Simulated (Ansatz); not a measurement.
**Mending a single-point calculation on CuO**

System: CuO (4 atoms in the cell).
Method of run A: DFT r2SCAN, scalar-relativistic, plane waves, PAW (Ansatz 0.2.0).

The structure derives from a Materials Project entry. Text and figures count atoms from 1; the logs count them from 0 in places.

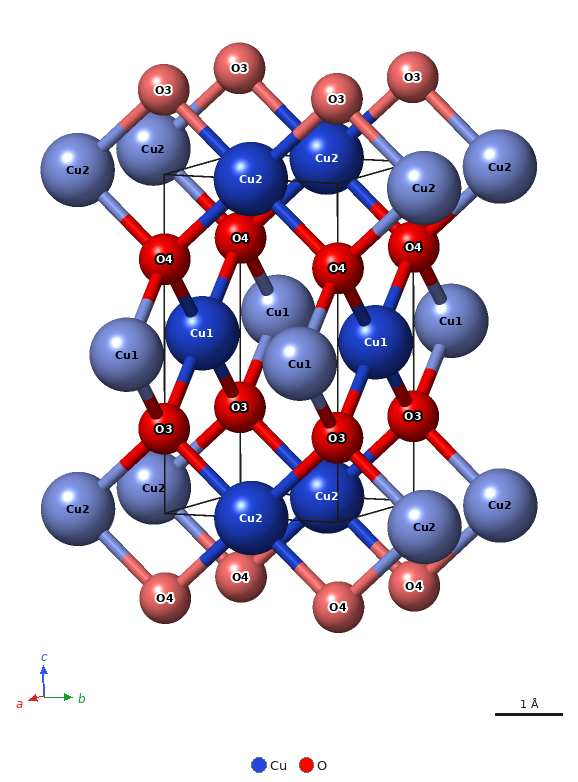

Figure 1. The structure (ball-and-stick view of the cell of the calculation, seen slightly off an axis; neighbours outside the cell are drawn fainter; atoms are numbered from 1 in the order of the input). An atom can appear more than once, as a periodic image. Near neighbours in the periodic cell (some may lie outside the picture): Cu has 4 O at 1.94 Å; O has 4 Cu at 1.94 Å.

### Input file, run A
```yaml
crystal:
  lattice:
    - [2.8795009639, 0.0, 0.0]
    - [0.039072758, 2.8792794796, 0.0]
    - [0.0174953863, 0.0172449008, 5.1763391994]
  atoms:
    - { symbol: Cu, position: [0.5, 0.0, 0.5], spin: -0.61 }
    - { symbol: Cu, position: [0.0, 0.5, 0.0], spin: 0.61 }
    - { symbol: O, position: [0.00157603, 0.99832822, 0.2501129] }
    - { symbol: O, position: [0.99842397, 0.00167178, 0.7498871] }
basis:
  ecutwfc: 500
  ecut: 500
kpoints:
  mp_grid: { grid: [14, 14, 8] }
hamiltonian:
  xc: r2scan
scf:
  occupations: { method: gaussian, width: 0.1 }
output:
  forces: true
  stress: true
  eigenvalues: true
  populations: true
magnetization:
  spin_polarized: true
```

Launched with:
```bash
ansatz run input.yaml --threads 1 --pin off --max-ram 2560MiB --backend cpu --events-out ev --progress --plain --runs-dir out
```

Hardware: 1 thread of Oxide Virtual Turin-like (Zen 5), 32 GiB of memory available, shared host.

### Output (run A)
```
Error: YAML parse error: error: line 13 column 3: unknown field `ecut`, expected one of ecutwfc, ecutrho_ratio, smooth_cutoff_half_width, xc_grid, low_memory, fft_grid_basis, precision, gaussian, splines
  --> <input>:13:3
   |
11 | basis:
12 |   ecutwfc: 500
13 |   ecut: 500
   |   ^ unknown field `ecut`, expected one of ecutwfc, ecutrho_ratio, smooth_cutoff_half_width, xc_grid, low_memory, fft_grid_basis, precision, gaussian, splines
14 | kpoints:
15 |   mp_grid: { grid: [14, 14, 8] }
   |
```

### What should be changed in this input?

The program refused the input: “YAML parse error: error: line 13 column 3: unknown field `ecut`, expected one of ecutwfc, ecutrho_ratio, smooth_cutoff_half_width, xc_grid, low_memory, fft_grid_basis, precision, gaussian, splines --> <input>:13:3 | 11 | basis: 12 | ecutwfc: 500 13 | ecut: 500 | ^ unknown field `ecut`, expected one of ecutwfc, …” The electronic state found may not be the lowest one.

A run of the same system that converges differs from this input as follows (lines with − go, lines with + come):
```diff
-  ecut: 500
-  mp_grid: { grid: [14, 14, 8] }
+  mp_grid: { grid: [1, 1, 1] }
```

### Output, shortened to warnings, some set-up lines, iterations and results (run B)
```
Basis set: ecut = 500 eV, 1087 PW (Γ), exchange–correlation on 96×96×160 points (64 copies of the dense FFT grid, shifted against one another)
Symmetry: 2 space group operations
k-points: 1
Initial density: superposition of atomic densities (chi_scale 0.1, normalization cell, long waves kept (reshape's long-wave potential 0.00 eV rms))
[...]
SCF iter   1: F=—  HF=-14392.979396 eV  |F-HF|=—  |Δ(HF+E_count)|=         —  Δρ=4.81e-2 (↑4.81e-2 ↓4.80e-2)  dr2=1.34e0  dr2_τ=9.72e-2  dr2_m=4.32e-1  M=-0.001 μB ∫|m|=1.480 …
SCF iter   2: F=—  HF=-14393.714330 eV  |F-HF|=—  |Δ(HF+E_count)|=   7.35e-1  Δρ=3.40e-2 (↑3.40e-2 ↓3.38e-2)  dr2=2.34e-1  dr2_τ=1.61e-2  dr2_m=2.96e-1  M=0.000 μB ∫|m|=1.536 …
SCF iter   3: F=—  HF=-14394.121948 eV  |F-HF|=—  |Δ(HF+E_count)|=   4.08e-1  Δρ=2.52e-2 (↑2.50e-2 ↓2.52e-2)  dr2=1.80e-1  dr2_τ=5.74e-3  dr2_m=1.38e-1  M=-0.000 μB …
SCF iter   4: F=—  HF=-14394.438901 eV  |F-HF|=—  |Δ(HF+E_count)|=   3.17e-1  Δρ=1.25e-2 (↑1.25e-2 ↓1.22e-2)  dr2=2.82e-2  dr2_τ=1.74e-3  dr2_m=3.96e-2  M=0.000 μB ∫|m|=1.610 …
SCF iter   5: F=—  HF=-14394.543625 eV  |F-HF|=—  |Δ(HF+E_count)|=   1.05e-1  Δρ=4.96e-3 (↑4.96e-3 ↓3.69e-3)  dr2=1.28e-2  dr2_τ=1.04e-4  dr2_m=2.92e-3  M=0.000 μB ∫|m|=1.655 …
[... 5 lines ...]
SCF iter  11: F=—  HF=-14394.545458 eV  |F-HF|=—  |Δ(HF+E_count)|=   1.18e-6  Δρ=3.58e-5 (↑3.58e-5 ↓3.52e-5)  dr2=3.56e-7  dr2_τ=7.92e-9  dr2_m=3.68e-7  M=0.000 μB ∫|m|=1.674 …
SCF iter  12: F=—  HF=-14394.545459 eV  |F-HF|=—  |Δ(HF+E_count)|=   8.82e-7  Δρ=1.71e-5 (↑1.71e-5 ↓1.64e-5)  dr2=1.97e-7  dr2_τ=8.85e-10  dr2_m=3.96e-8  M=0.000 μB …
SCF iter  13: F=—  HF=-14394.545459 eV  |F-HF|=—  |Δ(HF+E_count)|=   1.46e-8  Δρ=5.09e-6 (↑5.09e-6 ↓4.97e-6)  dr2=5.70e-9  dr2_τ=3.01e-10  dr2_m=6.78e-9  M=0.000 μB …
SCF iter  14: F=-14394.545459 eV  HF=-14394.545459 eV  |F-HF|=1.94e-9  |Δ(HF+E_count)|=   1.65e-8  Δρ=2.51e-6 (↑2.24e-6 ↓2.51e-6)  dr2=1.60e-9  dr2_τ=3.92e-11  dr2_m=1.50e-9  …
SCF 1 converged in 14 iterations: F = -14394.545459 eV  dr2 = 1.60e-9
this state was not tested for a lower state beside it, because the mixer in use, unlike msr1, does not test its closes by its own steps (another_mixer; see scf.mixing.algorithm and scf.lower_state_search)
SCF converged after 14 iterations
Magnetization: 0.0000 μB (25.0000 up, 25.0000 down)
Absolute magnetization: 1.7246 μB (∫|ρ↑−ρ↓|, with the PAW one-centre terms)
Spin contamination: 1.0069 ħ² per cell (⟨S²⟩ above its minimum at these occupations)
Per-site moments (μB) at R_I (Å): [(-0.4269422943233849, 0.7983571883277322), (0.42672346475125744, 0.7986000271989621), (0.00011890371932884048, 0.7983571883277322), (0.00011890371932887162, 0.7983571883277323)]
Free energy (F): -14394.545459 eV
Harris-Foulkes:  -14394.545459 eV  (|F-HF|=1.94e-9)
Internal energy: -14394.545459 eV  (E = F + TS)
E sigma→0 (E₀):  -14394.545459 eV
Fermi energy:    12.210283 eV
--- Per-component energies (eV) ---
  E_band       = -973.482272
  E_kinetic    = 951.411822
  E_local      = -10034.095964  (includes V_loc(G=0)·N_el)
  E_nonlocal   = 875.431665
  E_hartree    = 4345.502252
  E_xc         = -310.831704
  E_vxc        = -454.426831  (∫ρ·V_xc dr)
  E_paw        = -3665.601771  (= ΣΔE_a)
  E_vpaw       = -1033.390620  (= ΣTr[D̂ρ^β])
  E_aug_tail   = 0.002536  (compensation charges beyond the density's cutoff)
  E_vtau       = 30.577530  (kinetic-family band-sum trace: ∫τ·v_τ [+ j·A + Jᵃ·Aᵃ] dr)
  E_ewald      = -6555.698196
  E_core_change = -0.666098  (= ΣΔE_core)
  E_smearing   = -0.000000  (= −TS)
  E_closure    = -0.000000  (closes the sum)
  Σ components = -14394.545459   (vs F -14394.545459, Δ=0.00e0)
--- Forces (eV/Å), atoms counted from 1 ---
  atom   1  Cu     0.00000000     0.00000000     0.00000000
  atom   2  Cu     0.00000000     0.00000000     0.00000000
  atom   3  O     -0.01611969     0.01585264    -0.01440267
  atom   4  O      0.01611969    -0.01585264     0.01440267
  max |Σ_I F_I| component: 0.00e0 eV/Å
--- Stress (GPa, compression-positive) ---
      -11.559798      -0.555706      -0.171953
       -0.555729     -11.566870      -0.182138
       -0.171955      -0.182140      15.025128
  P = ⅓ Tr σ = -2.7005 GPa (-27.005 kbar)
--- Löwdin populations: 4 sites ---
  site symbol       q [e]    m [muB]
     0     Cu     18.2065    -0.3526
     1     Cu     18.2072     0.3524
     2      O      6.7035     0.0001
     3      O      6.7035     0.0001
  spilling = 0.003585 (of n_electrons = 50.000000)
```

### The two runs side by side

| quantity | run A | run B |
| --- | --- | --- |
| outcome | refused | converged |
| free energy per atom (eV) | – | −3598.6364 |
| gap on the mesh (eV) | – | 1.61 |
| net moment of the cell (μB) | – | 0.00 |
| absolute moment of the cell (μB) | – | 1.72 |
| pressure (GPa) | – | −2.70 |
| volume per atom (Å³) | – | 10.73 |
| largest force (eV/Å) | – | 0.027 |
| SCF iterations | – | 14 |
| irreducible k-points | – | 1 |
| plane waves at Γ | – | 1087 |

Notes on run B: The electronic state found may not be the lowest one. Warnings of the run: the state was not tested for a lower one. So coarse a mesh can miss the band edges, so the true gap of this method can be much smaller, or zero. Semilocal DFT without U tends to delocalise the d electrons of such compounds and to underestimate the gap. The k-point mesh is coarse for a cell of this size, so the results may not be converged.
